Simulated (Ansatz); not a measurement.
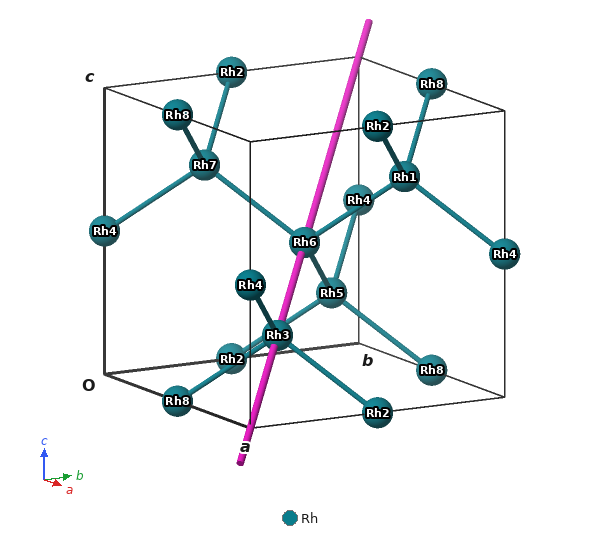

For Rh, the geometry relaxed with DFT, r2SCAN, plane waves (500 eV) with PAW, scalar-relativistic in Ansatz; the starting structure was generated, so it need not be a known form of this composition: the coloured rod is the axis of a symmetry operation of the crystal. Geometry calculated from the standardised cell; symmetry tolerance 0.002 Å.

a = 5.462 Å, b = 5.462 Å, c = 5.462 Å, α = 90.00°, β = 90.00°, γ = 90.00°.

| atom | x | y | z |
| --- | --- | --- | --- |
| Rh1 | 0.7500 | 0.7500 | 0.7500 |
| Rh2 | 0.0000 | 0.5000 | 0.0000 |
| Rh3 | 0.7500 | 0.2500 | 0.2500 |
| Rh4 | 0.0000 | 0.0000 | 0.5000 |
| Rh5 | 0.2500 | 0.7500 | 0.2500 |
| Rh6 | 0.5000 | 0.5000 | 0.5000 |
| Rh7 | 0.2500 | 0.2500 | 0.7500 |
| Rh8 | 0.5000 | 0.0000 | 0.0000 |

Take the operation x, y, z → −y+1, z, −x+1.

What kind of operation is it, and where does it lie?

Answer. It is a 3-fold rotation, about the line along [−1 1 1] through (1/2, 1/2, 1/2).

Onto which atom does it carry each atom (up to whole multiples of a, b and c)?

Answer. Rh1 → Rh5, Rh2 → Rh8, Rh3 → Rh3, Rh4 → Rh2, Rh5 → Rh7, Rh6 → Rh6, Rh7 → Rh1, Rh8 → Rh4.

What is the crystal's space group?

Answer. No. 227, Fd-3m, origin choice 1.
